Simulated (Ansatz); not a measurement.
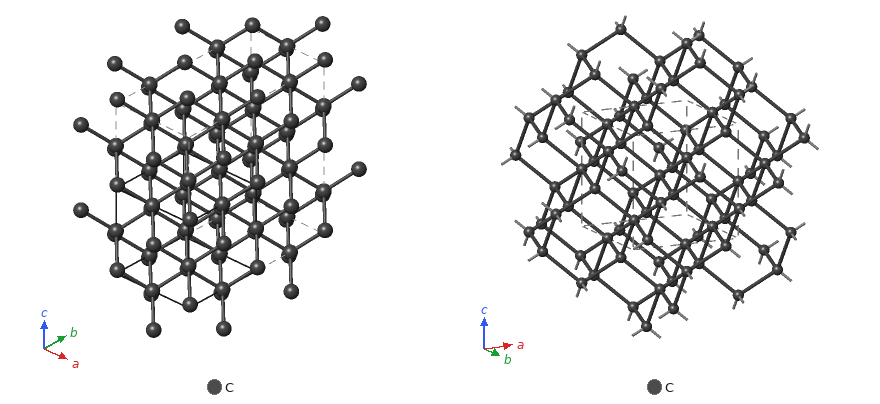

Left: the structure. Right: its underlying net. Nodes are coloured by element. Edges to nodes outside the piece are drawn as stubs.

The compound is C (space group Fd-3m, No. 227), taken as the end point of a relaxation with DFT PBE, scalar-relativistic, plane waves, PAW in Ansatz.

Bonds are taken as C–C below 1.7 Å; no other contact counts. Atoms with one bond or none are removed and atoms with two bonds are replaced by edges, until no such atom is left.

The result is a uninodal 4-connected, three-periodic net: C is a 4-connected node. It is the dia net, known from diamond, zinc blende and cristobalite. It is a single net, without interpenetration.

```tsv
node	links	point symbol	coordination sequence
C	4	6⁶	4 12 24 42 64 92 124 162
```
